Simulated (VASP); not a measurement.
## Geometry relaxation of GaCo (part 1 of 3)

System: GaCo (2 atoms in the cell).
Method: Kohn-Sham DFT of a periodic cell, PBE, VASP PAW PBE potentials, recommended, spin-polarised (VASP 6.6.1).

The structure derives from a Materials Project entry.

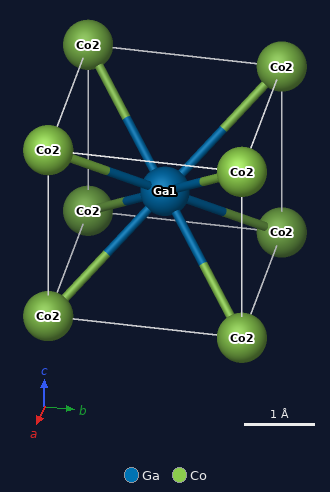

Fig. 1: The input geometry (ball-and-stick view of the cell of the calculation, seen at an oblique angle; atoms are numbered from 1 in the order of the input). An atom can appear more than once, as a periodic image. Near neighbours in the periodic cell (some may lie outside the picture): Ga has 8 Co at 2.47 Å; Co has 8 Ga at 2.47 Å.

**Key numbers**

| quantity | value |
| --- | --- |
| outcome | converged |
| space group (tolerance 0.01 Å) | Pm-3m (221) |
| electrons treated | 22 |
| free energy | −10.4890 eV |
| gap on the k-point mesh | none (metallic) |
| net moment of the cell | 0.00 μB |
| pressure | 0.05 GPa |
| final volume | 23.93 Å³ |
| largest force (length of the vector) at the end | under 0.001 eV/Å |
| final cell | a = 2.882 Å, b = 2.882 Å, c = 2.882 Å, α = 90.00°, β = 90.00°, γ = 90.00° |
| hardware | 1 thread of Intel Xeon (Granite Rapids), 360 GiB of memory available, shared host |
| wall time | 29 s |
| peak memory | 0.16 GiB |

**INCAR**
```
SYSTEM = GaCo
PREC     = Accurate       ! precision mode
ENCUT    = 600            ! plane-wave cutoff, eV
EDIFF    = 1E-6           ! SCF threshold, eV
ISMEAR   = 0              ! smearing method
SIGMA    = 0.1            ! smearing width, eV
LREAL    = .FALSE.        ! projectors in reciprocal space
LASPH    = .TRUE.         ! aspherical terms in the spheres
NELM     = 150            ! most SCF steps
ALGO     = Fast           ! electronic algorithm
ISIF     = 3              ! what is computed and relaxed
LWAVE    = .FALSE.        ! write WAVECAR
LCHARG   = .FALSE.        ! write CHGCAR
ISPIN    = 2              ! spin polarisation
MAGMOM   = 0 0.31         ! initial moments
LORBIT   = 11             ! projections on sites
LMAXMIX  = 4              ! l up to which the mixer works
GGA      = PE             ! functional
IBRION   = 2              ! ionic algorithm
NSW      = 60             ! ionic steps
EDIFFG   = -0.04          ! ionic threshold
```

**KPOINTS**
```
regular mesh
0
G
  6 6 6
  0 0 0
```

**POSCAR**
```
GaCo
1.0
    2.8472290000      0.0000000000      0.0000000000
    0.0000000000      2.8472290000      0.0000000000
    0.0000000000      0.0000000000      2.8472290000
Ga Co
1 1
Direct
    0.5000000000      0.5000000000      0.5000000000
    0.0000000000      0.0000000000      0.0000000000
```

Run as:
```bash
cat potpaw_PBE.64/Ga_d/POTCAR potpaw_PBE.64/Co/POTCAR > POTCAR
mpirun -np 1 vasp_std > vasp.out
```

**OSZICAR**
```
N       E                     dE             d eps       ncg     rms          rms(c)
DAV:   1     0.102316090192E+03    0.10232E+03   -0.11608E+04  1312   0.284E+03
DAV:   2    -0.646261576276E+01   -0.10878E+03   -0.10637E+03  1242   0.362E+02
DAV:   3    -0.113316217534E+02   -0.48690E+01   -0.48472E+01  1375   0.826E+01
DAV:   4    -0.114163019147E+02   -0.84680E-01   -0.84653E-01  1623   0.101E+01
DAV:   5    -0.114181422613E+02   -0.18403E-02   -0.18403E-02  1473   0.128E+00    0.969E+00
RMM:   6    -0.122038105956E+02   -0.78567E+00   -0.11622E+01  1204   0.382E+01    0.106E+01
RMM:   7    -0.105129536911E+02    0.16909E+01   -0.36033E+00  1230   0.240E+01    0.210E+00
RMM:   8    -0.104735233047E+02    0.39430E-01   -0.10157E-01  1275   0.369E+00    0.590E-01
RMM:   9    -0.104705367286E+02    0.29866E-02   -0.19616E-02  1345   0.142E+00    0.328E-01
RMM:  10    -0.104706760192E+02   -0.13929E-03   -0.39279E-03  1424   0.637E-01    0.132E-01
RMM:  11    -0.104708627113E+02   -0.18669E-03   -0.74351E-04  1501   0.265E-01    0.964E-02
RMM:  12    -0.104711621171E+02   -0.29941E-03   -0.57644E-04  1374   0.243E-01    0.509E-02
RMM:  13    -0.104712020895E+02   -0.39972E-04   -0.15664E-04  1487   0.997E-02    0.344E-02
RMM:  14    -0.104712446623E+02   -0.42573E-04   -0.62946E-05  1380   0.714E-02    0.326E-02
RMM:  15    -0.104713058427E+02   -0.61180E-04   -0.22887E-04  1409   0.126E-01    0.146E-02
RMM:  16    -0.104713222575E+02   -0.16415E-04   -0.72063E-05  1299   0.703E-02    0.905E-03
RMM:  17    -0.104713248944E+02   -0.26369E-05   -0.11074E-05  1078   0.322E-02    0.734E-03
RMM:  18    -0.104713275966E+02   -0.27022E-05   -0.10145E-05  1121   0.285E-02    0.770E-03
RMM:  19    -0.104713282104E+02   -0.61382E-06   -0.27402E-06   880   0.155E-02
   1 F= -.10471328E+02 E0= -.10468847E+02  d E =-.104713E+02  mag=     0.0025
       N       E                     dE             d eps       ncg     rms          rms(c)
DAV:   1    -0.119362575112E+02   -0.14649E+01   -0.19714E+01  1200   0.906E+01    0.926E+00
RMM:   2    -0.122955230350E+02   -0.35927E+00   -0.75342E+00  1219   0.343E+01    0.104E+01
RMM:   3    -0.106208384714E+02    0.16747E+01   -0.28755E+00  1243   0.228E+01    0.284E+00
RMM:   4    -0.104870330853E+02    0.13381E+00   -0.16993E-01  1294   0.566E+00    0.753E-01
RMM:   5    -0.104727141046E+02    0.14319E-01   -0.30164E-02  1376   0.209E+00    0.165E-01
RMM:   6    -0.104725568912E+02    0.15721E-03   -0.51381E-03  1434   0.988E-01    0.703E-02
RMM:   7    -0.104726611220E+02   -0.10423E-03   -0.11043E-03  1523   0.381E-01    0.320E-02
RMM:   8    -0.104726788635E+02   -0.17742E-04   -0.21558E-04  1522   0.145E-01    0.130E-02
RMM:   9    -0.104726819736E+02   -0.31100E-05   -0.42221E-05  1397   0.640E-02    0.888E-03
RMM:  10    -0.104726842705E+02   -0.22970E-05   -0.12280E-05  1125   0.317E-02    0.882E-03
RMM:  11    -0.104726852017E+02   -0.93117E-06   -0.51263E-06   909   0.179E-02
   2 F= -.10472685E+02 E0= -.10469745E+02  d E =-.135699E-02  mag=     0.0018
       N       E                     dE             d eps       ncg     rms          rms(c)
DAV:   1    -0.108494931143E+02   -0.37681E+00   -0.47207E+00  1228   0.400E+01    0.451E+00
RMM:   2    -0.108132260309E+02    0.36267E-01   -0.19379E+00  1204   0.189E+01    0.419E+00
RMM:   3    -0.105276112573E+02    0.28561E+00   -0.71100E-01  1257   0.109E+01    0.143E+00
RMM:   4    -0.104917851442E+02    0.35826E-01   -0.32930E-02  1249   0.250E+00    0.281E-01
RMM:   5    -0.104888670911E+02    0.29181E-02   -0.67304E-03  1277   0.107E+00    0.630E-02
RMM:   6    -0.104890213884E+02   -0.15430E-03   -0.17604E-03  1391   0.536E-01    0.530E-02
RMM:   7    -0.104890364166E+02   -0.15028E-04   -0.31590E-04  1552   0.200E-01    0.253E-02
RMM:   8    -0.104890335672E+02    0.28494E-05   -0.55413E-05  1474   0.796E-02    0.504E-03
RMM:   9    -0.104890342306E+02   -0.66343E-06   -0.12771E-05  1250   0.406E-02    0.303E-03
RMM:  10    -0.104890346762E+02   -0.44558E-06   -0.42674E-06   926   0.203E-02
   3 F= -.10489035E+02 E0= -.10486324E+02  d E =-.177065E-01  mag=     0.0047
```

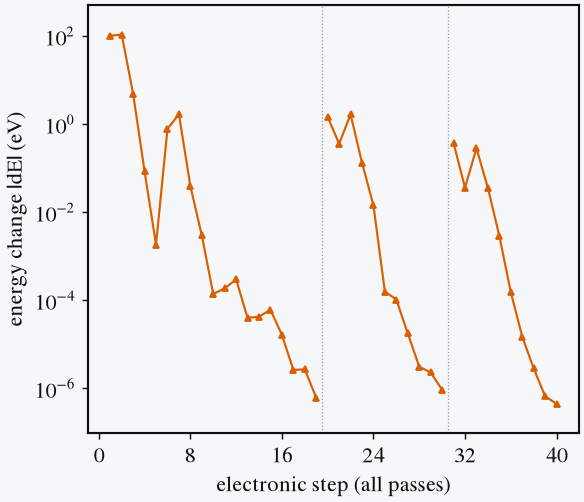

Fig. 2: Convergence of the self-consistent field: energy change |dE| against the electronic step. Each stretch between dotted lines is the SCF of one geometry step of a relaxation. The 3 ionic steps take 10 to 19 electronic steps each. The density is held fixed in the first few steps, and dE rises again when its update begins.

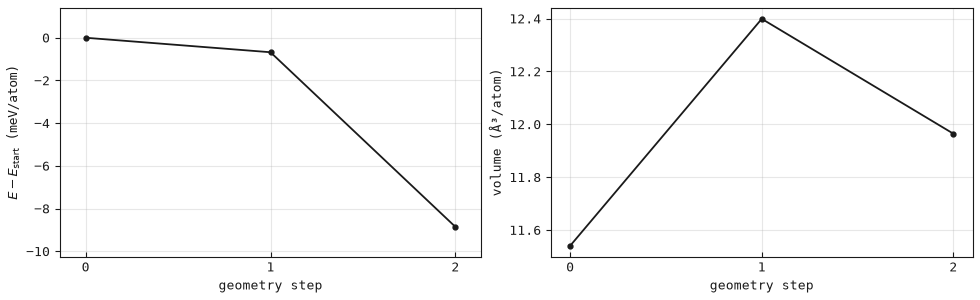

Fig. 3: Progress of the relaxation, step by step (steps are counted from 0).

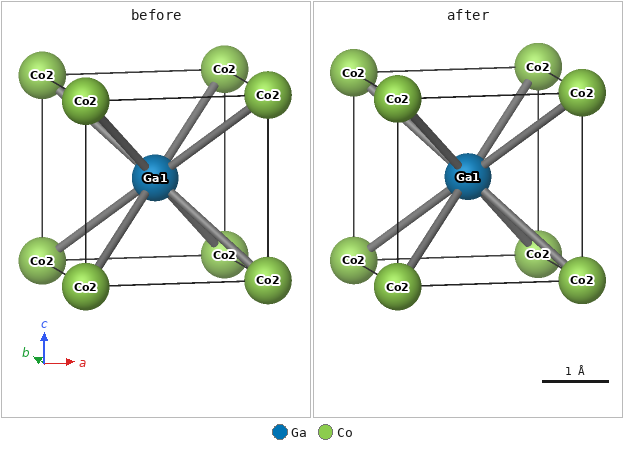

Fig. 4: Before (left) and after (right) the relaxation, at one scale (ball-and-stick view of the cell of the calculation, seen slightly off an axis). After 2 geometry steps the energy has fallen by 8.9 meV per atom. All forces vanish by symmetry, so only the cell relaxes. No atom moves by more than 0.005 Å relative to the cell. The drawn cell changes as follows: a = b = c 2.847 → 2.882 Å (+1.2 %); the volume changes by +3.7 %. Among the contacts that change: Ga1–Co2 2.466 → 2.496 Å. The space group stays Pm-3m (No. 221). (Atoms are counted from 1 in the order of the input.)

**Parts of OUTCAR**
```
SYSTEM = GaCo
   PREC = Accurate
   ENCUT = 600
   EDIFF = 1E-6
   ISMEAR = 0
   LREAL = .FALSE.
   LASPH = .TRUE.
   NELM = 150
   ISIF = 3
   ISPIN = 2
   LORBIT = 11
   GGA = PE
   IBRION = 2
   NSW = 60
   EDIFFG = -0.04

 ion  position               nearest neighbor table
   1  0.500  0.500  0.500-   2 2.47   2 2.47   2 2.47   2 2.47   2 2.47   2 2.47   2 2.47   2 2.47

   2  0.000  0.000  0.000-   1 2.47   1 2.47   1 2.47   1 2.47   1 2.47   1 2.47   1 2.47   1 2.47

  LATTYP: Found a simple cubic cell.
 ALAT       =     2.8472290000

  Lattice vectors:

 A1 = (   2.8472290000,   0.0000000000,   0.0000000000)
 A2 = (   0.0000000000,   2.8472290000,   0.0000000000)
 A3 = (   0.0000000000,   0.0000000000,   2.8472290000)

Analysis of symmetry for initial positions (statically):
=====================================================================
 Subroutine PRICEL returns:
 Original cell was already a primitive cell.

 Routine SETGRP: Setting up the symmetry group for a
 simple cubic supercell.

 Subroutine GETGRP returns: Found 48 space group operations
 (whereof 48 operations were pure point group operations)
 out of a pool of 48 trial point group operations.

The static configuration has the point symmetry O_h .

Analysis of symmetry for dynamics (positions and initial velocities):
=====================================================================
 Subroutine PRICEL returns:
 Original cell was already a primitive cell.

 Routine SETGRP: Setting up the symmetry group for a
 simple cubic supercell.

 Subroutine GETGRP returns: Found 48 space group operations
 (whereof 48 operations were pure point group operations)
 out of a pool of 48 trial point group operations.

The dynamic configuration has the point symmetry O_h .

Analysis of structural, dynamic, and magnetic symmetry:
=====================================================================
 Subroutine PRICEL returns:
 Original cell was already a primitive cell.

 Routine SETGRP: Setting up the symmetry group for a
 simple cubic supercell.

 Subroutine GETGRP returns: Found 48 space group operations
 (whereof 48 operations were pure point group operations)
 out of a pool of 48 trial point group operations.

The overall configuration has the point symmetry O_h .

 Subroutine INISYM returns: Found 48 space group operations
 (whereof 48 operations are pure point group operations),
 and found     1 'primitive' translations

----------------------------------------------------------------------------------------

                                     Primitive cell

  volume of cell :      23.0817

  direct lattice vectors                    reciprocal lattice vectors
     2.847229000  0.000000000  0.000000000     0.351218676  0.000000000  0.000000000
     0.000000000  2.847229000  0.000000000     0.000000000  0.351218676  0.000000000
     0.000000000  0.000000000  2.847229000     0.000000000  0.000000000  0.351218676

  length of vectors
     2.847229000  2.847229000  2.847229000     0.351218676  0.351218676  0.351218676

  position of ions in fractional coordinates (direct lattice)
     0.500000000  0.500000000  0.500000000
     0.000000000  0.000000000  0.000000000

  ion indices of the primitive-cell ions
   primitive index   ion index
                 1           1
                 2           2

----------------------------------------------------------------------------------------

 KPOINTS: regular mesh

Automatic generation of k-mesh.
 Grid dimensions read from file:
 generate k-points for:    6    6    6

 Generating k-lattice:

  Cartesian coordinates                     Fractional coordinates (reciprocal lattice)
     0.058536446  0.000000000  0.000000000     0.166666667  0.000000000  0.000000000
     0.000000000  0.058536446  0.000000000     0.000000000  0.166666667  0.000000000
     0.000000000  0.000000000  0.058536446     0.000000000  0.000000000  0.166666667

  Length of vectors
     0.058536446  0.058536446  0.058536446

  Shift w.r.t. Gamma in fractional coordinates (k-lattice)
     0.000000000  0.000000000  0.000000000

 Subroutine IBZKPT returns following result:
 ===========================================

 Found     20 irreducible k-points:

 Following reciprocal coordinates:
            Coordinates               Weight
  0.000000  0.000000  0.000000      1.000000
  0.166667  0.000000  0.000000      6.000000
  0.333333  0.000000  0.000000      6.000000
  0.500000  0.000000  0.000000      3.000000
  0.166667  0.166667  0.000000     12.000000
  0.333333  0.166667  0.000000     24.000000
  0.500000  0.166667  0.000000     12.000000
  0.333333  0.333333  0.000000     12.000000
  0.500000  0.333333  0.000000     12.000000
  0.500000  0.500000  0.000000      3.000000
  0.166667  0.166667  0.166667      8.000000
  0.333333  0.166667  0.166667     24.000000
  0.500000  0.166667  0.166667     12.000000
  0.333333  0.333333  0.166667     24.000000
  0.500000  0.333333  0.166667     24.000000
  0.500000  0.500000  0.166667      6.000000
  0.333333  0.333333  0.333333      8.000000
  0.500000  0.333333  0.333333     12.000000
  0.500000  0.500000  0.333333      6.000000
  0.500000  0.500000  0.500000      1.000000
   k-points           NKPTS =     20   k-points in BZ     NKDIM =     20   number of bands    NBANDS=     15
   number of dos      NEDOS =    301   number of ions     NIONS =      2
   total plane-waves  NPLWV =  13824
   dimension x,y,z NGX =    24 NGY =   24 NGZ =   24
   dimension x,y,z NGXF=    48 NGYF=   48 NGZF=   48
   ions per type =               1   1
   NGX,Y,Z   is equivalent  to a cutoff of  14.01, 14.01, 14.01 a.u.
   NGXF,Y,Z  is equivalent  to a cutoff of  28.03, 28.03, 28.03 a.u.
 SYSTEM =  GaCo
   PREC   = accura    normal or accurate (medium, high low for compatibility)
   ISTART =      0    job   : 0-new  1-cont  2-samecut
   ICHARG =      2    charge: 1-file 2-atom 10-const
   ISPIN  =      2    spin polarized calculation?
   LNONCOLLINEAR =      F non collinear calculations
   LSORBIT =      F    spin-orbit coupling
   LASPH  =      T    aspherical Exc in radial PAW
   ENCUT  =  600.0 eV  44.10 Ry    6.64 a.u.   5.69  5.69  5.69*2*pi/ulx,y,z
   NELM   =    150;   NELMIN=  2; NELMDL= -5     # of ELM steps
   EDIFF  = 0.1E-05   stopping-criterion for ELM
   LREAL  =      F    real-space projection
   EDIFFG = -.4E-01   stopping-criterion for IOM
   NSW    =     60    number of steps for IOM
   IBRION =      2    ionic relax: 0-MD 1-quasi-New 2-CG
   NFREE  =      1    steps in history (QN), initial steepest desc. (CG)
   ISIF   =      3    stress and relaxation
   ISYM   =      2    0-nonsym 1-usesym 2-fastsym
   POTIM  = 0.5000    time-step for ionic-motion
   TEBEG  =    0.0;   TEEND  =   0.0 temperature during run
   PSTRESS=    0.0 pullay stress
   NELECT =      22.0000    total number of electrons
   NUPDOWN=      -1.0000    fix difference up-down
   EMIN   =  10.00;   EMAX   =-10.00  energy-range for DOS
   EFERMI =   0.00;   METHOD = LEGACY
   ISMEAR =     0;   SIGMA  =   0.10  broadening in eV -4-tet -1-fermi 0-gaus
   EFERMI_NEDOS =   21; number of points for ismear=-14 and -15
   IALGO  =     68    algorithm
   IMIX   =      4    mixing-type and parameters
     AMIX     =   0.40;   BMIX     =  1.00
     AMIX_MAG =   1.60;   BMIX_MAG =  1.00
  volume/ion in A,a.u.               =      11.54        77.88
  Fermi-wavevector in a.u.,A,eV,Ry     =   1.611115  3.044567 35.316547  2.595693
  Thomas-Fermi vector in A             =   2.706557
   LORBIT       =     11    0 simple, 1 ext, 2 COOP (PROOUT), +10 PAW based schemes
   GGA     = PE    functional components
   LHFCALC =     F    Hartree Fock is set to
   AEXX    =    0.0000 exact exchange contribution
   IVDW    =     0    specifies the selected vdW correction
   LEPSILON=     F    determine dielectric tensor
   LRPA    =     F    only Hartree local field effects (RPA)
 conjugate gradient relaxation of ions
 spin polarized calculation
 RMM-DIIS sequential band-by-band and
 Gauss-broadening in eV      SIGMA  =   0.10
  energy-cutoff  :      600.00
  volume of cell :       23.08
 maximum number of plane-waves:       804
 NGX is ok and might be reduce to    24
   NGX = 11   NGY = 11   NGZ = 11

--------------------------------------- Ionic step        1  -------------------------------------------

 number of electron      22.0000001 magnetization       0.0064074

 Free energy of the ion-electron system (eV)
  ---------------------------------------------------
  ext. energy  EPLUGINS =         0.00000000
  ---------------------------------------------------
  free energy    TOTEN  =       -10.47132821 eV

  energy without entropy =      -10.46636585  energy(sigma->0) =      -10.46884703

 E-fermi :  10.2277     XC(G=0): -13.3775     alpha+bet :-17.8354

 val. band max:       10.1971229036   @ k =   0.5000   0.3333   0.0000
 cond. band min:      10.3213448066   @ k =   0.5000   0.1667   0.0000
 fundamental gap:      0.1242219030
 Fermi energy:        10.2276968724

 spin component 1

 k-point     1 :       0.0000    0.0000    0.0000
  band No.  band energies     occupation
      1      -5.0082      1.00000
      2      -5.0082      1.00000
      3      -4.6292      1.00000
      4      -4.6292      1.00000
      5      -4.6292      1.00000
      6      -2.1169      1.00000
      7       7.5574      1.00000
      8       7.5574      1.00000
      9       9.4583      1.00000
     10       9.4583      1.00000
     11       9.4583      1.00000
     12      15.5573      0.00000
     13      15.5573      0.00000
     14      15.5573      0.00000
     15      21.4942      0.00000

 k-point     2 :       0.1667    0.0000    0.0000
  band No.  band energies     occupation
      1      -4.9928      1.00000
      2      -4.9358      1.00000
      3      -4.6560      1.00000
      4      -4.6560      1.00000
      5      -4.6229      1.00000
      6      -1.5779      1.00000
      7       7.3843      1.00000
      8       7.6124      1.00000
      9       9.1360      1.00000
     10       9.1360      1.00000
     11       9.4592      1.00000
     12      12.7930      0.00000
     13      16.4721      0.00000
     14      16.4721      0.00000
     15      21.5820      0.00000

 k-point     3 :       0.3333    0.0000    0.0000
  band No.  band energies     occupation
      1      -4.9618      1.00000
      2      -4.8007      1.00000
      3      -4.7091      1.00000
      4      -4.7091      1.00000
      5      -4.6103      1.00000
      6       0.0239      1.00000
      7       5.7374      1.00000
      8       7.7268      1.00000
      9       8.6170      1.00000
     10       8.6170      1.00000
     11       9.4609      1.00000
     12      10.5933      0.00000
     13      18.7584      0.00000
     14      18.7584      0.00000
     15      21.8254      0.00000
```
